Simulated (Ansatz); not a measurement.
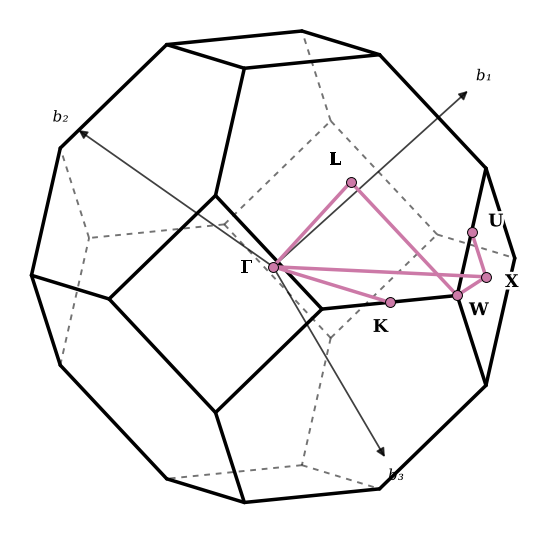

The figure shows the first Brillouin zone with its special points and a band path. Crystal: TiO2, the input geometry of an electronic-structure calculation (not necessarily at equilibrium); the starting structure was generated, so it need not be a known form of this composition. Symmetry computed with spglib at a tolerance of 0.002 Å; standard conventional cell.

Labels and path follow the convention of Hinuma et al. (2017), as computed by seekpath; the arrows show the directions of the reciprocal primitive vectors b₁, b₂, b₃.

### Name the Bravais lattice of the crystal.

A face-centred cubic lattice (cF; extended symbol cF2). The zone is a truncated octahedron in its combinatorial type: 14 faces (6 with 4 edges, 8 with 6 edges), 36 edges, 24 vertices.

### In which order does the conventional band path visit the special points?

Γ–X–U | K–Γ–L–W–X
